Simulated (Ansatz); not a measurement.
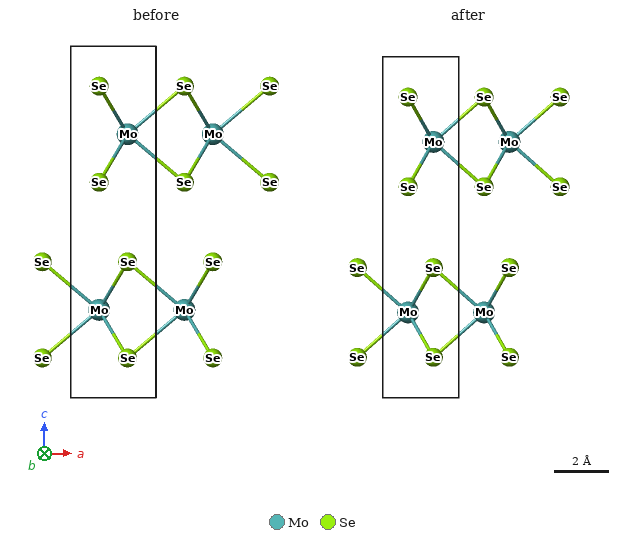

The structure of solid MoSe2 (built on the 2H (MoS2) bulk type) before (left) and after (right) a relaxation, at one scale.

A ball-and-stick model of the cell of the calculation, repeated 2 × 1 × 1 with one cell outlined, seen along the b axis.

All numbers below come from DFT, PBE-D3(BJ), plane waves, PAW in Ansatz 0.2.0. Settings: plane-wave cutoff 420 eV; k-point mesh 12 × 12 × 2; occupations fermi dirac; smearing width 0.02 eV; no spin polarisation; cell and atoms relaxed; force threshold 0.005 eV/Å.

**What changed between the two?**

The energy falls by 491 meV per atom in 5 accepted moves (6 points after the start). The largest force component goes from 2.5 to 0.0015 eV/Å. Pressure: −20.46 GPa at the start and 0.00 GPa at the end. At 1 point the geometry stayed and the basis and grid were re-selected for the new cell (energy shift of 0.6 meV per atom at most each time). The largest moves relative to the cell, 0.068 Å, are those of Se atoms. Mo stays in place. Cell: a = b 3.676 → 3.277 Å (−10.8 %), c 13.118 → 12.734 Å (−2.9 %). Volume −22.8 %. Among the contacts that change: Se–Se 3.676 → 3.277 Å, Mo–Se 2.779 → 2.526 Å. Among the angles between lasting bonds that change: Se–Mo–Se 80.4° → 83.0°. The space group stays P6_3/mmc (No. 194).
